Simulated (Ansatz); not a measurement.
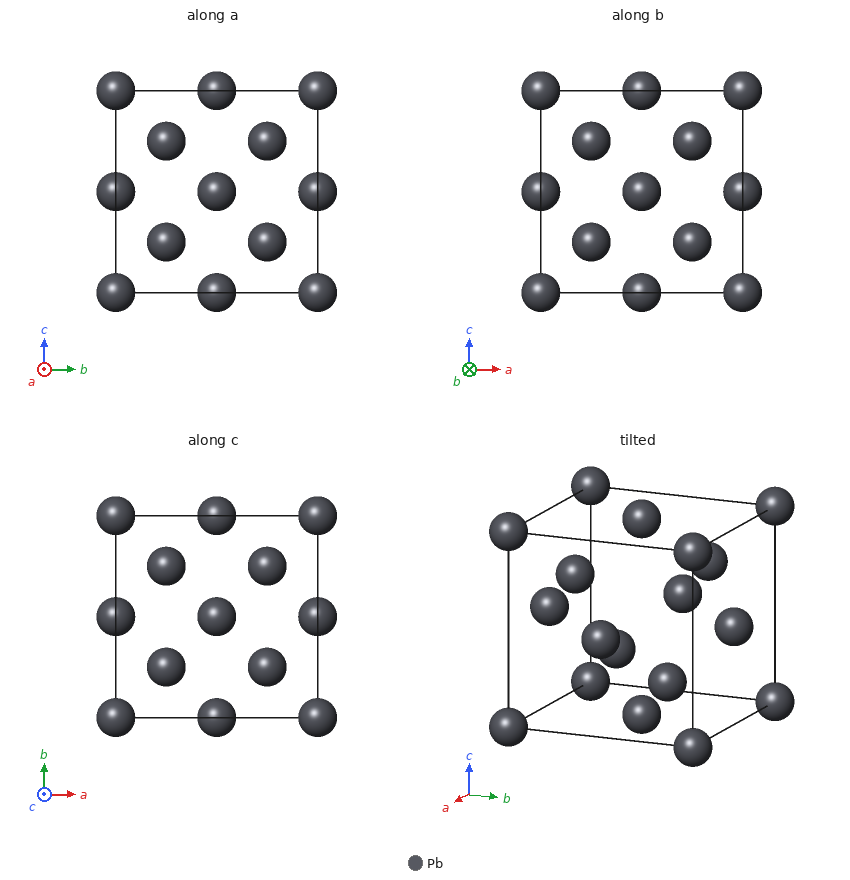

View along the a axis, along the b axis, along the c axis and slightly off an axis, drawn as a spheres-only model. The conventional unit cell is outlined; an atom on or near a face, edge or corner is repeated at each equivalent position.

Lattice parameters: a = 6.953 Å, b = 6.953 Å, c = 6.953 Å, α = 90.00°, β = 90.00°, γ = 90.00°. Put a along x and b in the xy plane.

Q: Set out the cell and atoms as a POSCAR file.

A:
```
Pb
1.0
     6.953    0.000    0.000
     0.000    6.953    0.000
     0.000    0.000    6.953
Pb
8
Direct
  0.7500 0.7500 0.2500
  0.0000 0.5000 0.5000
  0.7500 0.2500 0.7500
  0.0000 0.0000 0.0000
  0.2500 0.7500 0.7500
  0.5000 0.5000 0.0000
  0.2500 0.2500 0.2500
  0.5000 0.0000 0.5000
```

The initial geometry was a structure type filled with this element by a generator (whether the element takes this form wasn't checked). A relaxation with Ansatz, DFT, r2SCAN, plane waves (500 eV) with PAW, scalar-relativistic gave the geometry drawn.
